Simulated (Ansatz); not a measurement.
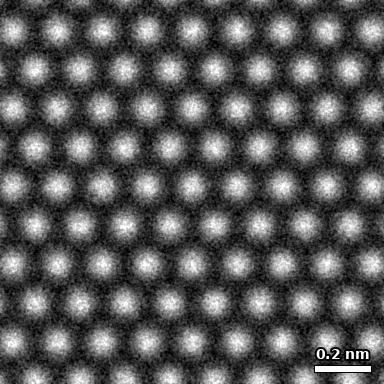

Integrated-DPC-like image of Al (R-3m, No. 166). Simulated as the projected potential of neutral atoms (B = 0.5 Å²) blurred by a 0.74 Å probe, the thin-sample limit of integrated differential phase contrast. Shot noise was added. Atomic positions: coordinates from a relaxation with DFT PBEsol, scalar-relativistic, plane waves, PAW in Ansatz 0.2.0; the starting structure was generated, so it need not be a known form of this composition.

```yaml
crystal:
  lattice:
    - [2.83763, 0.00000, 0.00000]
    - [-1.41882, 2.45746, 0.00000]
    - [0.00000, 0.00000, 21.02820]
  atoms:
    - { symbol: Al, position: [0.00000, 0.00000, 0.00000] }
    - { symbol: Al, position: [0.00000, 0.00000, 0.77750] }
    - { symbol: Al, position: [0.33333, 0.66667, 0.88917] }
    - { symbol: Al, position: [0.66667, 0.33333, 0.33333] }
    - { symbol: Al, position: [0.66667, 0.33333, 0.11083] }
    - { symbol: Al, position: [0.00000, 0.00000, 0.22250] }
    - { symbol: Al, position: [0.33333, 0.66667, 0.66667] }
    - { symbol: Al, position: [0.33333, 0.66667, 0.44417] }
    - { symbol: Al, position: [0.66667, 0.33333, 0.55583] }
```

Which beam direction gives this image, [201], [210], [310] or [001]? (Directions equivalent by symmetry count as one.)

Answer. [001]. The projected cells are 0.94 × 2.43 Å, 99° for [201]; 1.42 × 2.34 Å, 90° for [210]; 0.93 × 7.02 Å, 93° for [310]; 1.64 × 1.64 Å, 120° for [001], and the image repeats as the [001] one does.
